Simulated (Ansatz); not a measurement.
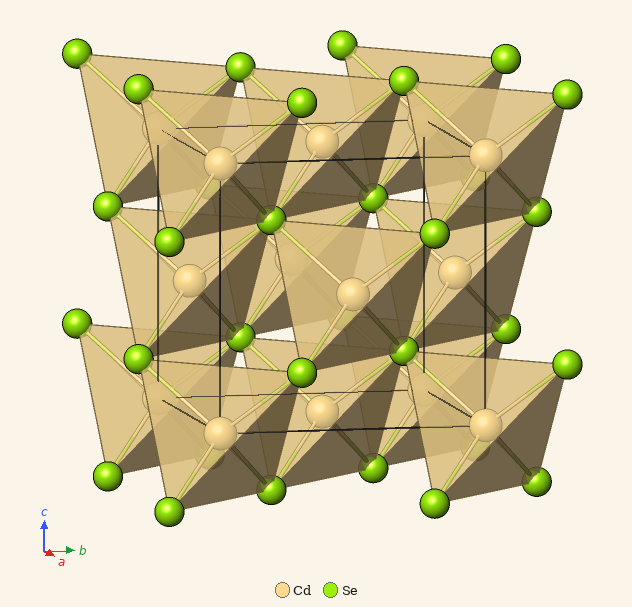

The figure gives a polyhedral picture of the atoms, viewed slightly off an axis. Thin lines show the conventional unit cell, with boundary atoms drawn in all their periodic places. A few atoms beyond the faces are included.

CdSe, space group F-43m (No. 216), a = 6.20 Å, b = 6.20 Å, c = 6.20 Å, α = 90.00°, β = 90.00°, γ = 90.00°.

Level of theory and settings: Ansatz, DFT PBE, scalar-relativistic, plane waves, PAW, 420 eV cutoff, k-points about 0.18 Å⁻¹ apart, Gaussian smearing of 0.02 eV, no spin polarisation.

What does the calculation say: metal or gapped?

Answer. A semiconductor at this level, with a gap of 0.49 eV on the k-mesh (the true edges may lie between mesh points, so the gap can be somewhat smaller).

The initial geometry was a structure listed in the Materials Project. The geometry was optimised with DFT PBE, scalar-relativistic, plane waves, PAW (Ansatz).
